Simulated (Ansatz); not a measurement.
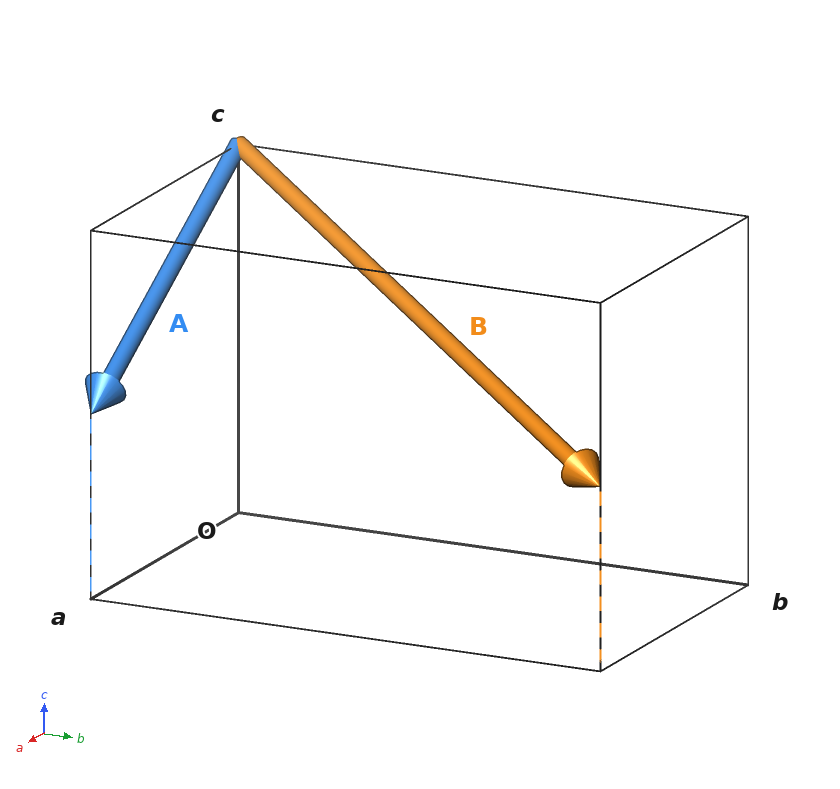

For SnO, the end point of a relaxation at fixed volume with Ansatz 0.2.0, DFT PBE+D3(BJ), scalar-relativistic, plane waves, PAW: each arrow starts at a corner of the unit cell and ends on its surface; where a tip isn't a corner, dashed lines run from it parallel to the axes. Geometry calculated from the standardised cell; symmetry tolerance 0.002 Å.

a = 3.338 Å, b = 5.670 Å, c = 3.841 Å, α = 90.00°, β = 90.00°, γ = 90.00°.

Which lattice directions are drawn?

Answer. Arrow A runs from (0, 0, 1) to (1, 0, 1/2), so [2 0 −1]; Arrow B runs from (0, 0, 1) to (1, 1, 1/2), so [2 2 −1].

How long is the vector ua + vb + wc in each case, and what angles do the directions make?

Answer. A 7.702 Å; B 13.708 Å. A–B: 55.8°.
